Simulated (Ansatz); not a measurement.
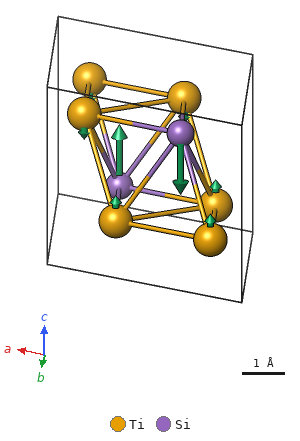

Lattice vibrations of crystalline Ti$_{3}$Si, space group P6₃/mmc (No. 194), at the zone centre. The optical levels lie at 84 (×2), 139 (×2), 147, 194 (×2), 205, 249 (×2), 263 (×2), 276, 281, 288, 296 (×3), 318, 320 (×2) cm⁻¹. One mode is drawn. The green arrows are the displacements of the atoms (eigenvector over the root of the mass), of arbitrary overall length and sign. A ball-and-stick model of the cell of the calculation, seen from a free direction.

Computed with DFT PBEsol, scalar-relativistic, plane waves, PAW in Ansatz. (plane-wave cutoff 420 eV; k-point mesh 6 × 6 × 8; occupations fermi dirac; smearing width 0.15 eV; no spin polarisation)

The frequencies depend somewhat on the k-mesh and the smearing.

Question: Which of these frequencies is the drawn mode's?

Answer: The level at 318 cm⁻¹. This is the B₁g mode, optical level 12 of 13, counted from below, silent by symmetry (neither infrared- nor Raman-active). All motion is along c; atoms of one kind move against one another, with no net shift of any sublattice; it stretches the shortest Si–Ti bonds (2.74 Å); the kinetic energy is shared as Si 75 %, Ti 25 %.
